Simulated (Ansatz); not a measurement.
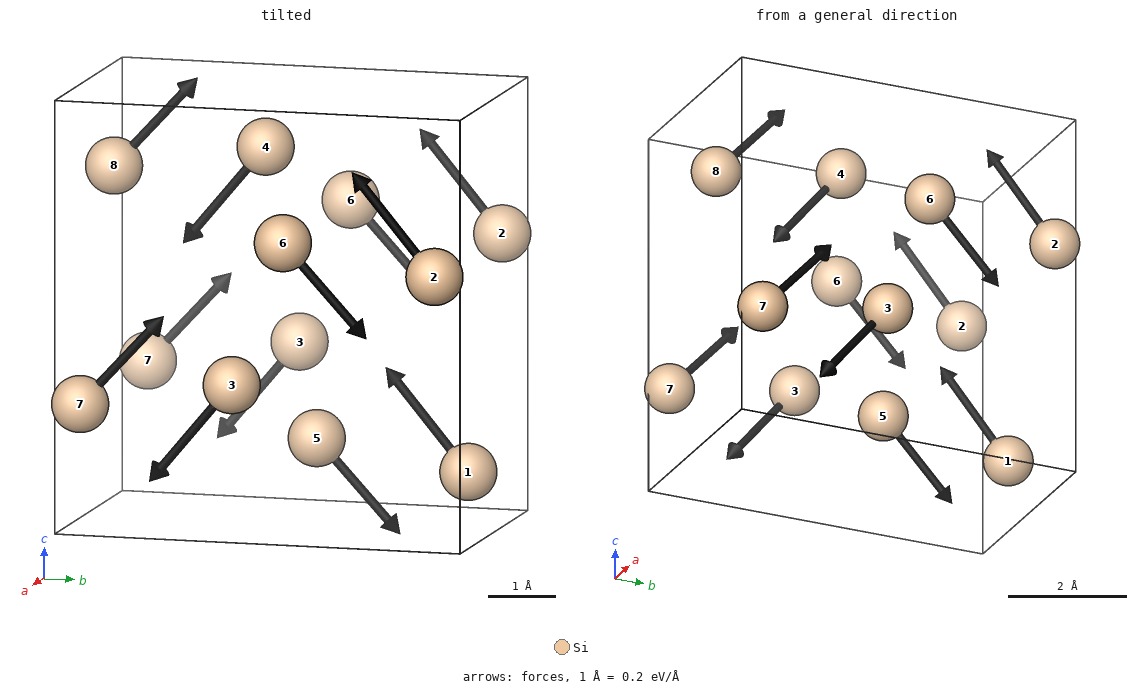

The image is a spheres-only drawing of a crystal, viewed slightly off an axis and from a general direction. The edges of the simulation cell are marked. The arrows are the computed forces on the atoms.

System: Si. Computational set-up: DFT LDA, scalar-relativistic, plane waves, PAW in Ansatz, 420 eV cutoff, 10×6×6 k-mesh, Gaussian smearing of 0.03 eV, no spin polarisation.

Q: Are the atoms in equilibrium?

A: No. The atoms still feel forces of up to about 0.32 eV/Å, far above a usual threshold of 0.01 to 0.03 eV/Å.

The initial geometry was a structure listed in the Materials Project. The cell was then strained or its atoms displaced on purpose. Ansatz was used for an electronic-structure calculation on it.
